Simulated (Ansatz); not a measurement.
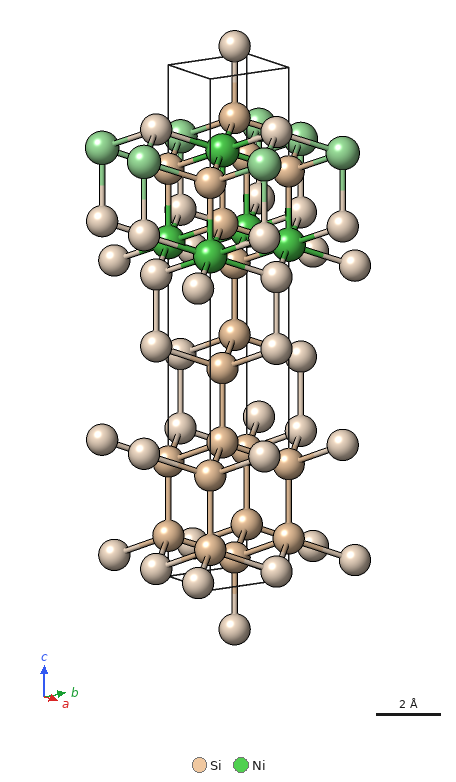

*The input geometry (ball-and-stick view of the cell of the calculation, seen slightly off an axis; neighbours outside the cell are drawn fainter).*

Near neighbours in the crystal (not all of them lie inside the picture): Si has 4 Si at 2.28 to 2.36 Å; Si has 3 Ni at 2.35 Å and 1 Si at 2.28 Å; Ni has 7 Si at 2.33 to 2.35 Å; Si has 4 Ni at 2.33 to 2.35 Å.

Geometry relaxation of NiSi₅ (charge −1) (part 1 of 2)

System: NiSi₅ (interface cell, 12 atoms in the cell, total charge −1).
Method: DFT, r2SCAN, plane waves, PAW, Ueff = 5 eV on Ni d, no spin polarisation (Ansatz 0.2.0).

The structure derives from a Materials Project entry.

What the program printed:
```
Si: projections on atomic orbitals take those of the free atom [Ne] 3s2 3p2, of charge +0.00 (hamiltonian.pseudopotentials.projection_atoms); the dataset's partial waves leave at most 6.1e-8 of an orbital's norm unspanned inside its sphere
Ni: projections on atomic orbitals take those of the free atom [Ne] 3s2 3p6 3d8 4s2, of charge +0.00 (hamiltonian.pseudopotentials.projection_atoms); the dataset's partial waves leave at most 1.6e-6 of an orbital's norm unspanned inside its sphere
Engine: ansatz 0.2.0, x86_64-unknown-linux-gnu
Pseudopotentials: kind: paw
Pseudopotential: Si, paw, valence charge 4, recommended cutoff 500 eV (meta_gga), Si.paw.azcp
Pseudopotential: Ni, paw, valence charge 18, recommended cutoff 500 eV (meta_gga), Ni.paw.azcp
Functional definition: r2SCAN
  parameter k0 = 0.174
  parameter k1 = 0.065
  parameter a1 = 4.9479
  exchange = r2scan_x(k0 = k0, k1 = k1, a1 = a1)
  correlation = r2scan_c
Crystal: 12 atoms, lattice volume = 208.351 Å³
Basis set: ecut = 500 eV, 5177 PW (Γ), exchange–correlation on 120×120×480 points (64 copies of the dense FFT grid, shifted against one another)
Bands: 51, of which v1, the nominal top of the filled ones, is band 39 counted from 1 (38 counted from 0)
Symmetry: 2 space group operations
Space group: Cm (ITA 8), of the structure as read, at distance tolerance 5.9e-5 Å
k-points: 50 of 162 (time reversal used)
Non-local potential: Si, projectors of the file, l = 0: 2, l = 1: 2, l = 2: 2
Non-local potential: Ni, projectors of the file, l = 0: 3, l = 1: 2, l = 2: 3, l = 3: 1
PAW form: soft (Blöchl's): semilocal exchange-correlation on the pseudo side does not see the compensation charge
PAW frozen core: Si, regenerated for the run's functional (the file was generated under x = pbe(κ = 0.804, μ = 0.2195149727645171), c = pbe(β = 0.06672455060314922))
PAW frozen core: Ni, regenerated for the run's functional (the file was generated under x = pbe(κ = 0.804, μ = 0.2195149727645171), c = pbe(β = 0.06672455060314922))
PAW one-centre angular grid: Si, 302 points (default); XC on 160 Gauss nodes
PAW one-centre angular grid: Ni, 590 points (default); XC on 160 Gauss nodes
Initial density: superposition of atomic densities (chi_scale 0.1, normalization cell, long waves of neutral atoms scaled as one to the charged cell's electrons under a Hubbard term (reshape's long-wave potential 0.07 eV rms, cloud 2.35 Å wide))
Initial wavefunctions: pseudopotential atomic-orbital guess
Functional: x = r2scan, c = r2scan; τ floored in thin density (d = 2e-4 eV/Å³)
SCF iter   1: F=—  HF=-18082.292990 eV  |F-HF|=—  |Δ(HF+E_count)|=         —  Δρ=2.05e-1  dr2=6.36e2  dr2_τ=3.54e-1  ethr=3.10e-3  ⟨swp⟩=10.1  Hψ=13616  notcnv=0
preconditioner: auto → Kerker (q_TF=auto, 2.311 Å⁻¹)  [metal: Δε(μ)=0.026 eV  Ē_g=7.078 eV  σ=0.100 eV  W_gap=0.14  n_scr=52 (ndim 8)  ℏωp=20.1 eV  f_vac=0.000  D(μ)=10.10/eV (n_scr^D=80)]
SCF iter   2: F=—  HF=-18089.844092 eV  |F-HF|=—  |Δ(HF+E_count)|=    7.55e0  Δρ=2.73e-1  dr2=1.10e2  dr2_τ=2.63e-1  ethr=3.10e-3  ⟨swp⟩=5.0  Hψ=8535  notcnv=0  defer=193
SCF iter   3: F=—  HF=-18074.154792 eV  |F-HF|=—  |Δ(HF+E_count)|=    1.57e1  Δρ=1.38e-1  dr2=5.81e1  dr2_τ=1.63e-1  ethr=3.10e-3  ⟨swp⟩=3.8  Hψ=6708  notcnv=0  defer=235
SCF iter   4: F=—  HF=-18070.838181 eV  |F-HF|=—  |Δ(HF+E_count)|=    3.32e0  Δρ=1.06e-1  dr2=3.44e1  dr2_τ=3.06e-1  ethr=3.10e-3  ⟨swp⟩=4.0  Hψ=6761  notcnv=0  defer=240
SCF iter   5: F=—  HF=-18069.653818 eV  |F-HF|=—  |Δ(HF+E_count)|=    1.18e0  Δρ=3.19e-2  dr2=5.07e0  dr2_τ=1.20e-2  ethr=3.10e-3  ⟨swp⟩=4.1  Hψ=4605  notcnv=0  defer=224
SCF iter   6: F=—  HF=-18069.453228 eV  |F-HF|=—  |Δ(HF+E_count)|=   2.01e-1  Δρ=5.83e-3  dr2=5.15e-1  dr2_τ=8.05e-4  ethr=3.10e-3  ⟨swp⟩=3.8  Hψ=3464  notcnv=0  defer=221
SCF iter   7: F=—  HF=-18069.448374 eV  |F-HF|=—  |Δ(HF+E_count)|=   4.85e-3  Δρ=9.44e-3  dr2=3.08e-1  dr2_τ=6.22e-4  ethr=6.68e-4  ⟨swp⟩=2.6  Hψ=2965  notcnv=0  defer=230
SCF iter   8: F=—  HF=-18069.432882 eV  |F-HF|=—  |Δ(HF+E_count)|=   1.55e-2  Δρ=3.74e-3  dr2=4.50e-2  dr2_τ=7.66e-5  ethr=4.00e-4  ⟨swp⟩=2.9  Hψ=3321  notcnv=0  defer=230
SCF iter   9: F=—  HF=-18069.430197 eV  |F-HF|=—  |Δ(HF+E_count)|=   2.69e-3  Δρ=1.01e-3  dr2=1.90e-2  dr2_τ=2.30e-5  ethr=5.84e-5  ⟨swp⟩=2.0  Hψ=3579  notcnv=0  defer=233
SCF iter  10: F=—  HF=-18069.429352 eV  |F-HF|=—  |Δ(HF+E_count)|=   8.45e-4  Δρ=6.15e-4  dr2=2.88e-3  dr2_τ=2.46e-6  ethr=2.46e-5  ⟨swp⟩=1.0  Hψ=2311  notcnv=0  defer=233
SCF iter  11: F=—  HF=-18069.429267 eV  |F-HF|=—  |Δ(HF+E_count)|=   8.46e-5  Δρ=3.17e-4  dr2=2.10e-4  dr2_τ=1.31e-6  ethr=3.73e-6  ⟨swp⟩=1.5  Hψ=2434  notcnv=0  defer=233
SCF iter  12: F=—  HF=-18069.429248 eV  |F-HF|=—  |Δ(HF+E_count)|=   1.92e-5  Δρ=9.17e-5  dr2=1.84e-5  dr2_τ=6.66e-8  ethr=2.73e-7  ⟨swp⟩=2.0  Hψ=3354  notcnv=0  defer=233
SCF iter  13: F=—  HF=-18069.429082 eV  |F-HF|=—  |Δ(HF+E_count)|=   1.66e-4  Δρ=5.78e-5  dr2=6.13e-6  dr2_τ=1.14e-8  ethr=2.39e-8  ⟨swp⟩=2.4  Hψ=3894  notcnv=0  defer=233
SCF iter  14: F=—  HF=-18069.429081 eV  |F-HF|=—  |Δ(HF+E_count)|=   5.53e-7  Δρ=1.17e-5  dr2=2.87e-7  dr2_τ=9.07e-10  ethr=7.96e-9  ⟨swp⟩=2.0  Hψ=3132  notcnv=0  defer=233
SCF iter  15: F=-18069.429081 eV  HF=-18069.429081 eV  |F-HF|=2.70e-8  |Δ(HF+E_count)|=   1.71e-8  Δρ=3.92e-6  dr2=3.85e-8  dr2_τ=1.34e-10  ethr=1.30e-10  ⟨swp⟩=16.5  Hψ=15977  notcnv=0
SCF 1 converged in 15 iterations: F = -18069.429081 eV  dr2 = 3.85e-8
  greatest PAW one-centre occupation: 1.002 electrons in one spin orbital (limit 2), on the Ni atom at site 10 (counted from 0), in its partial waves of l = 1
relax step   1: F+E_penalty+E_count = -18069.42908110 eV  Δ(F+E_penalty+E_count) = +0.000e0 eV  max|allowed force component| = 9.387e-1 eV/Å  Δτ_max = 0.0000 Å  P = -4.761 GPa  Ω = 208.351 Å³  fix = [a, b, alpha, beta, gamma]  reactions: a -5.963, b -5.963 GPa; alpha +0.006, beta -0.006, gamma +3.432 GPa/rad  (15 SCF iters, dr2 threshold 1.00e-7 eV, accepted)
Crystal: 12 atoms, lattice volume = 205.831 Å³
Basis set: ecut = 500 eV, 5165 PW (Γ), exchange–correlation on 120×120×480 points (64 copies of the dense FFT grid, shifted against one another)
Initial density: handed on by an earlier stage of this run
Initial wavefunctions: those handed on with the density
iter 1 solved again at ethr=3.04e-4 eV; its pass at ethr=3.10e-3 eV (dr2=2.34e-1 eV) is discarded
SCF iter   1: F=—  HF=-18069.317464 eV  |F-HF|=—  |Δ(HF+E_count)|=         —  Δρ=7.51e-3  dr2=2.36e-1  dr2_τ=1.61e-1  ethr=3.04e-4  ⟨swp⟩=1.1  Hψ=12738  notcnv=0
preconditioner: auto → Kerker (q_TF=auto, 2.316 Å⁻¹)  [metal: Δε(μ)=0.072 eV  Ē_g=8.123 eV  σ=0.100 eV  W_gap=0.35  n_scr=52 (ndim 8)  ℏωp=20.2 eV  f_vac=0.000  D(μ)=2.00/eV (n_scr^D=6)]
SCF iter   2: F=—  HF=-18069.447438 eV  |F-HF|=—  |Δ(HF+E_count)|=   1.30e-1  Δρ=6.78e-3  dr2=9.98e-2  dr2_τ=4.10e-4  ethr=3.04e-4  ⟨swp⟩=2.3  Hψ=4711  notcnv=0
SCF iter   3: F=—  HF=-18069.443104 eV  |F-HF|=—  |Δ(HF+E_count)|=   4.33e-3  Δρ=3.74e-3  dr2=9.61e-2  dr2_τ=1.81e-4  ethr=1.30e-4  ⟨swp⟩=2.1  Hψ=4074  notcnv=0
SCF iter   4: F=—  HF=-18069.441000 eV  |F-HF|=—  |Δ(HF+E_count)|=   2.10e-3  Δρ=8.69e-4  dr2=2.10e-2  dr2_τ=7.53e-5  ethr=1.25e-4  ⟨swp⟩=1.0  Hψ=2870  notcnv=0
SCF iter   5: F=—  HF=-18069.439919 eV  |F-HF|=—  |Δ(HF+E_count)|=   1.08e-3  Δρ=8.70e-4  dr2=2.80e-3  dr2_τ=1.50e-5  ethr=2.73e-5  ⟨swp⟩=1.0  Hψ=2414  notcnv=0
SCF iter   6: F=—  HF=-18069.439982 eV  |F-HF|=—  |Δ(HF+E_count)|=   6.35e-5  Δρ=3.95e-4  dr2=5.26e-4  dr2_τ=1.62e-6  ethr=3.63e-6  ⟨swp⟩=1.9  Hψ=3146  notcnv=0
SCF iter   7: F=—  HF=-18069.439842 eV  |F-HF|=—  |Δ(HF+E_count)|=   1.40e-4  Δρ=3.58e-4  dr2=2.37e-4  dr2_τ=4.99e-7  ethr=6.83e-7  ⟨swp⟩=1.1  Hψ=2318  notcnv=0
SCF iter   8: F=—  HF=-18069.439818 eV  |F-HF|=—  |Δ(HF+E_count)|=   2.44e-5  Δρ=1.20e-4  dr2=2.13e-5  dr2_τ=8.01e-8  ethr=3.08e-7  ⟨swp⟩=2.0  Hψ=3250  notcnv=0
SCF iter   9: F=—  HF=-18069.439819 eV  |F-HF|=—  |Δ(HF+E_count)|=   7.91e-7  Δρ=1.18e-4  dr2=2.06e-5  dr2_τ=6.29e-8  ethr=2.77e-8  ⟨swp⟩=2.0  Hψ=3801  notcnv=0
SCF iter  10: F=-18069.439817 eV  HF=-18069.439817 eV  |F-HF|=2.32e-7  |Δ(HF+E_count)|=   1.66e-6  Δρ=1.37e-5  dr2=5.31e-7  dr2_τ=4.78e-9  ethr=1.56e-9  ⟨swp⟩=10.4  Hψ=14624  notcnv=0
SCF 2 converged in 10 iterations: F = -18069.439817 eV  dr2 = 5.31e-7
  greatest PAW one-centre occupation: 1.002 electrons in one spin orbital (limit 2), on the Ni atom at site 7 (counted from 0), in its partial waves of l = 1
relax step   2: F+E_penalty+E_count = -18069.43981664 eV  Δ(F+E_penalty+E_count) = -1.074e-2 eV  max|allowed force component| = 5.123e-1 eV/Å  Δτ_max = 0.0659 Å  P = -3.219 GPa  Ω = 205.831 Å³  energy of the carried Pulay correction = +5.141e-4 eV  fix = [a, b, alpha, beta, gamma]  reactions: a -4.627, b -4.627 GPa; alpha +0.004, beta -0.004, gamma +2.664 GPa/rad  (10 SCF iters, dr2 threshold 1.20e-6 eV, accepted)
Crystal: 12 atoms, lattice volume = 205.155 Å³
Basis set: ecut = 500 eV, 5129 PW (Γ), exchange–correlation on 120×120×480 points (64 copies of the dense FFT grid, shifted against one another)
iter 1 solved again at ethr=1.35e-4 eV; its pass at ethr=3.10e-3 eV (dr2=1.04e-1 eV) is discarded
SCF iter   1: F=—  HF=-18069.218234 eV  |F-HF|=—  |Δ(HF+E_count)|=         —  Δρ=9.05e-3  dr2=1.06e-1  dr2_τ=3.29e-1  ethr=1.35e-4  ⟨swp⟩=1.0  Hψ=12623  notcnv=0
preconditioner: auto → Kerker (q_TF=auto, 2.317 Å⁻¹)  [metal: Δε(μ)=0.020 eV  Ē_g=8.179 eV  σ=0.100 eV  W_gap=0.11  n_scr=52 (ndim 8)  ℏωp=20.2 eV  f_vac=0.000  D(μ)=2.33/eV (n_scr^D=6)]
SCF iter   2: F=—  HF=-18069.459383 eV  |F-HF|=—  |Δ(HF+E_count)|=   2.41e-1  Δρ=5.34e-3  dr2=4.15e-2  dr2_τ=5.79e-4  ethr=1.35e-4  ⟨swp⟩=2.1  Hψ=5101  notcnv=0
SCF iter   3: F=—  HF=-18069.459545 eV  |F-HF|=—  |Δ(HF+E_count)|=   1.62e-4  Δρ=3.92e-3  dr2=3.51e-2  dr2_τ=1.66e-4  ethr=5.39e-5  ⟨swp⟩=2.0  Hψ=4162  notcnv=0
SCF iter   4: F=—  HF=-18069.458683 eV  |F-HF|=—  |Δ(HF+E_count)|=   8.62e-4  Δρ=8.58e-4  dr2=6.17e-3  dr2_τ=4.31e-5  ethr=4.56e-5  ⟨swp⟩=1.6  Hψ=2901  notcnv=0
SCF iter   5: F=—  HF=-18069.458875 eV  |F-HF|=—  |Δ(HF+E_count)|=   1.92e-4  Δρ=5.25e-4  dr2=1.44e-3  dr2_τ=3.18e-6  ethr=8.01e-6  ⟨swp⟩=1.7  Hψ=3718  notcnv=0
SCF iter   6: F=—  HF=-18069.458822 eV  |F-HF|=—  |Δ(HF+E_count)|=   5.26e-5  Δρ=3.38e-4  dr2=3.47e-4  dr2_τ=1.10e-6  ethr=1.87e-6  ⟨swp⟩=1.7  Hψ=3144  notcnv=0
SCF iter   7: F=—  HF=-18069.458672 eV  |F-HF|=—  |Δ(HF+E_count)|=   1.49e-4  Δρ=3.46e-4  dr2=2.34e-4  dr2_τ=4.31e-7  ethr=4.50e-7  ⟨swp⟩=1.0  Hψ=2348  notcnv=0
SCF iter   8: F=—  HF=-18069.458658 eV  |F-HF|=—  |Δ(HF+E_count)|=   1.42e-5  Δρ=2.56e-4  dr2=9.64e-5  dr2_τ=2.72e-7  ethr=3.04e-7  ⟨swp⟩=2.0  Hψ=3443  notcnv=0
SCF iter   9: F=—  HF=-18069.458647 eV  |F-HF|=—  |Δ(HF+E_count)|=   1.13e-5  Δρ=4.24e-5  dr2=2.38e-6  dr2_τ=2.19e-8  ethr=1.25e-7  ⟨swp⟩=2.0  Hψ=3149  notcnv=0
SCF iter  10: F=-18069.458648 eV  HF=-18069.458648 eV  |F-HF|=1.31e-7  |Δ(HF+E_count)|=   9.00e-7  Δρ=7.02e-6  dr2=2.46e-7  dr2_τ=3.28e-9  ethr=1.56e-9  ⟨swp⟩=10.5  Hψ=13785  notcnv=0
SCF 3 converged in 10 iterations: F = -18069.458648 eV  dr2 = 2.46e-7
relax step   3: F+E_penalty+E_count = -18069.45864772 eV  Δ(F+E_penalty+E_count) = -1.883e-2 eV  max|allowed force component| = 1.388e-1 eV/Å  Δτ_max = 0.0612 Å  P = -2.441 GPa  Ω = 205.155 Å³  energy of the carried Pulay correction = +6.533e-4 eV  fix = [a, b, alpha, beta, gamma]  reactions: a -3.532, b -3.532 GPa; alpha +0.001, beta -0.001, gamma +2.040 GPa/rad  (10 SCF iters, dr2 threshold 1.20e-6 eV, accepted)
Crystal: 12 atoms, lattice volume = 204.381 Å³
iter 1 solved again at ethr=2.09e-5 eV; its pass at ethr=3.10e-3 eV (dr2=1.61e-2 eV) is discarded
SCF iter   1: F=—  HF=-18069.401513 eV  |F-HF|=—  |Δ(HF+E_count)|=         —  Δρ=1.67e-3  dr2=1.57e-2  dr2_τ=2.67e-3  ethr=2.09e-5  ⟨swp⟩=2.1  Hψ=12082  notcnv=0
preconditioner: auto → Kerker (q_TF=auto, 2.319 Å⁻¹)  [metal: Δε(μ)=0.033 eV  Ē_g=8.221 eV  σ=0.100 eV  W_gap=0.18  n_scr=52 (ndim 8)  ℏωp=20.3 eV  f_vac=0.000  D(μ)=2.15/eV (n_scr^D=6)]
SCF iter   2: F=—  HF=-18069.405037 eV  |F-HF|=—  |Δ(HF+E_count)|=   3.52e-3  Δρ=1.77e-3  dr2=7.31e-3  dr2_τ=1.59e-5  ethr=2.04e-5  ⟨swp⟩=2.3  Hψ=3209  notcnv=0
SCF iter   3: F=—  HF=-18069.404807 eV  |F-HF|=—  |Δ(HF+E_count)|=   2.30e-4  Δρ=1.04e-3  dr2=7.97e-3  dr2_τ=1.24e-5  ethr=9.50e-6  ⟨swp⟩=2.0  Hψ=3443  notcnv=0
SCF iter   4: F=—  HF=-18069.404646 eV  |F-HF|=—  |Δ(HF+E_count)|=   1.61e-4  Δρ=4.62e-4  dr2=3.29e-3  dr2_τ=2.82e-6  ethr=9.50e-6  ⟨swp⟩=1.0  Hψ=2550  notcnv=0
SCF iter   5: F=—  HF=-18069.404531 eV  |F-HF|=—  |Δ(HF+E_count)|=   1.16e-4  Δρ=1.60e-4  dr2=3.23e-4  dr2_τ=1.83e-6  ethr=4.27e-6  ⟨swp⟩=1.0  Hψ=2551  notcnv=0
SCF iter   6: F=—  HF=-18069.404350 eV  |F-HF|=—  |Δ(HF+E_count)|=   1.81e-4  Δρ=8.02e-5  dr2=3.48e-5  dr2_τ=2.26e-7  ethr=4.19e-7  ⟨swp⟩=1.1  Hψ=2557  notcnv=0
SCF iter   7: F=—  HF=-18069.404353 eV  |F-HF|=—  |Δ(HF+E_count)|=   2.90e-6  Δρ=1.60e-4  dr2=5.05e-5  dr2_τ=1.02e-7  ethr=4.52e-8  ⟨swp⟩=2.0  Hψ=3741  notcnv=0
SCF iter   8: F=—  HF=-18069.404351 eV  |F-HF|=—  |Δ(HF+E_count)|=   1.86e-6  Δρ=6.36e-5  dr2=5.79e-6  dr2_τ=1.91e-8  ethr=4.52e-8  ⟨swp⟩=2.1  Hψ=3492  notcnv=0
SCF iter   9: F=-18069.404350 eV  HF=-18069.404350 eV  |F-HF|=9.04e-8  |Δ(HF+E_count)|=   6.15e-7  Δρ=2.05e-5  dr2=5.50e-7  dr2_τ=4.19e-9  ethr=1.56e-9  ⟨swp⟩=6.7  Hψ=13541  notcnv=0
SCF 4 converged in 9 iterations: F = -18069.404350 eV  dr2 = 5.50e-7
relax step   4: F+E_penalty+E_count = -18069.40435038 eV  Δ(F+E_penalty+E_count) = +5.430e-2 eV  max|allowed force component| = 4.113e-2 eV/Å  Δτ_max = 0.0178 Å  P = -1.921 GPa  Ω = 204.381 Å³  energy of the carried Pulay correction = +8.130e-4 eV  fix = [a, b, alpha, beta, gamma]  reactions: a -3.039, b -3.039 GPa; alpha +0.000, beta -0.000, gamma +1.756 GPa/rad  (9 SCF iters, dr2 threshold 1.20e-6 eV, accepted)
Crystal: 12 atoms, lattice volume = 204.712 Å³
iter 1 solved again at ethr=6.36e-6 eV; its pass at ethr=3.10e-3 eV (dr2=4.90e-3 eV) is discarded
SCF iter   1: F=—  HF=-18069.428207 eV  |F-HF|=—  |Δ(HF+E_count)|=         —  Δρ=1.12e-3  dr2=4.79e-3  dr2_τ=2.13e-3  ethr=6.36e-6  ⟨swp⟩=2.0  Hψ=11991  notcnv=0
preconditioner: auto → Kerker (q_TF=auto, 2.318 Å⁻¹)  [metal: Δε(μ)=0.071 eV  Ē_g=8.223 eV  σ=0.100 eV  W_gap=0.38  n_scr=52 (ndim 8)  ℏωp=20.3 eV  f_vac=0.000  D(μ)=2.25/eV (n_scr^D=6)]
SCF iter   2: F=—  HF=-18069.430218 eV  |F-HF|=—  |Δ(HF+E_count)|=   2.01e-3  Δρ=1.14e-3  dr2=2.22e-3  dr2_τ=8.20e-6  ethr=6.22e-6  ⟨swp⟩=2.2  Hψ=3638  notcnv=0
SCF iter   3: F=—  HF=-18069.430083 eV  |F-HF|=—  |Δ(HF+E_count)|=   1.35e-4  Δρ=5.60e-4  dr2=2.11e-3  dr2_τ=3.38e-6  ethr=2.88e-6  ⟨swp⟩=2.0  Hψ=3482  notcnv=0
SCF iter   4: F=—  HF=-18069.430037 eV  |F-HF|=—  |Δ(HF+E_count)|=   4.64e-5  Δρ=1.59e-4  dr2=5.53e-4  dr2_τ=1.05e-6  ethr=2.74e-6  ⟨swp⟩=1.0  Hψ=2550  notcnv=0
SCF iter   5: F=—  HF=-18069.430013 eV  |F-HF|=—  |Δ(HF+E_count)|=   2.36e-5  Δρ=7.84e-5  dr2=1.03e-4  dr2_τ=1.59e-7  ethr=7.18e-7  ⟨swp⟩=1.0  Hψ=2550  notcnv=0
SCF iter   6: F=—  HF=-18069.429839 eV  |F-HF|=—  |Δ(HF+E_count)|=   1.74e-4  Δρ=7.62e-5  dr2=1.63e-5  dr2_τ=4.36e-8  ethr=1.33e-7  ⟨swp⟩=1.1  Hψ=2556  notcnv=0
SCF iter   7: F=—  HF=-18069.429839 eV  |F-HF|=—  |Δ(HF+E_count)|=   7.17e-9  Δρ=7.59e-5  dr2=1.20e-5  dr2_τ=2.53e-8  ethr=2.12e-8  ⟨swp⟩=2.0  Hψ=3619  notcnv=0
SCF iter   8: F=—  HF=-18069.429838 eV  |F-HF|=—  |Δ(HF+E_count)|=   7.95e-7  Δρ=2.94e-5  dr2=1.98e-6  dr2_τ=4.00e-9  ethr=1.55e-8  ⟨swp⟩=2.1  Hψ=3446  notcnv=0
SCF iter   9: F=-18069.429838 eV  HF=-18069.429838 eV  |F-HF|=6.57e-9  |Δ(HF+E_count)|=   1.57e-7  Δρ=7.79e-6  dr2=8.41e-8  dr2_τ=4.39e-10  ethr=3.24e-10  ⟨swp⟩=5.5  Hψ=12315  notcnv=0
SCF 5 converged in 9 iterations: F = -18069.429838 eV  dr2 = 8.41e-8
relax step   5: F+E_penalty+E_count = -18069.42983811 eV  Δ(F+E_penalty+E_count) = -2.549e-2 eV  max|allowed force component| = 1.448e-2 eV/Å  Δτ_max = 0.0094 Å  P = -2.167 GPa  Ω = 204.712 Å³  energy of the carried Pulay correction = +7.446e-4 eV  fix = [a, b, alpha, beta, gamma]  reactions: a -3.216, b -3.216 GPa; alpha +0.000, beta -0.000, gamma +1.856 GPa/rad  (9 SCF iters, dr2 threshold 2.50e-7 eV, accepted)
Initial wavefunctions: pseudopotential atomic-orbital guess (no wavefunctions were taken with the density)
iter 1 solved again at ethr=2.89e-6 eV; its pass at ethr=3.10e-3 eV (dr2=2.22e-3 eV) is discarded
SCF iter   1: F=—  HF=-18069.429266 eV  |F-HF|=—  |Δ(HF+E_count)|=         —  Δρ=3.20e-5  dr2=6.41e-7  dr2_τ=6.59e-7  ethr=2.89e-6  ⟨swp⟩=3.0  Hψ=17659  notcnv=0
eigensolver tolerance schedule: the retry pair's looser diagonalisation over-reported the residual by 3469.10 of it (diagonalisation noise at an unbounded share of the residual, at the tolerance the schedule requests for it); recorded, not acted on — ethr = c·dr2/N_el stays at c = 1.0e-1
preconditioner: auto → Kerker (q_TF=auto, 2.318 Å⁻¹)  [metal: Δε(μ)=0.059 eV  Ē_g=8.217 eV  σ=0.100 eV  W_gap=0.32  n_scr=52 (ndim 8)  ℏωp=20.3 eV  f_vac=0.000  D(μ)=2.24/eV (n_scr^D=6)]
SCF iter   2: F=—  HF=-18069.429100 eV  |F-HF|=—  |Δ(HF+E_count)|=   1.66e-4  Δρ=4.79e-5  dr2=3.16e-6  dr2_τ=5.46e-8  ethr=8.33e-10  ⟨swp⟩=3.0  Hψ=5666  notcnv=0
SCF iter   3: F=—  HF=-18069.429100 eV  |F-HF|=—  |Δ(HF+E_count)|=   1.24e-7  Δρ=2.23e-5  dr2=6.21e-7  dr2_τ=2.40e-8  ethr=8.33e-10  ⟨swp⟩=2.0  Hψ=4472  notcnv=0
SCF iter   4: F=—  HF=-18069.429100 eV  |F-HF|=—  |Δ(HF+E_count)|=   1.50e-7  Δρ=4.09e-6  dr2=1.77e-8  dr2_τ=1.17e-9  ethr=8.06e-10  ⟨swp⟩=2.0  Hψ=4352  notcnv=0
SCF iter   5: F=—  HF=-18069.429100 eV  |F-HF|=—  |Δ(HF+E_count)|=   2.44e-8  Δρ=1.97e-6  dr2=7.59e-9  dr2_τ=2.65e-10  ethr=2.30e-11  ⟨swp⟩=2.0  Hψ=3715  notcnv=0
SCF iter   6: F=—  HF=-18069.429100 eV  |F-HF|=—  |Δ(HF+E_count)|=   1.04e-9  Δρ=2.04e-6  dr2=6.72e-9  dr2_τ=2.05e-11  ethr=9.85e-12  ⟨swp⟩=2.0  Hψ=3525  notcnv=0
SCF iter   7: F=—  HF=-18069.429100 eV  |F-HF|=—  |Δ(HF+E_count)|=  6.18e-10  Δρ=7.41e-7  dr2=1.20e-9  dr2_τ=6.36e-12  ethr=8.72e-12  ⟨swp⟩=2.0  Hψ=3453  notcnv=0
SCF iter   8: F=-18069.429100 eV  HF=-18069.429100 eV  |F-HF|=1.49e-10  |Δ(HF+E_count)|=  6.55e-11  Δρ=1.65e-7  dr2=1.94e-10  dr2_τ=7.02e-13  ethr=1.40e-12  ⟨swp⟩=5.3  Hψ=9377  notcnv=0
SCF 6 converged in 8 iterations: F = -18069.429100 eV  dr2 = 1.94e-10
relax step   6: F+E_penalty+E_count = -18069.42909977 eV  Δ(F+E_penalty+E_count) = +7.383e-4 eV  max|allowed force component| = 1.444e-2 eV/Å  Δτ_max = 0.0000 Å  P = -2.166 GPa  Ω = 204.712 Å³  fix = [a, b, alpha, beta, gamma]  reactions: a -3.214, b -3.214 GPa; alpha +0.000, beta -0.000, gamma +1.856 GPa/rad  stress off target by 6.95e-2 GPa on what of the cell is left free  SCF on the basis re-selected at this cell (its energy is not comparable with the rows above)  (8 SCF iters)
```
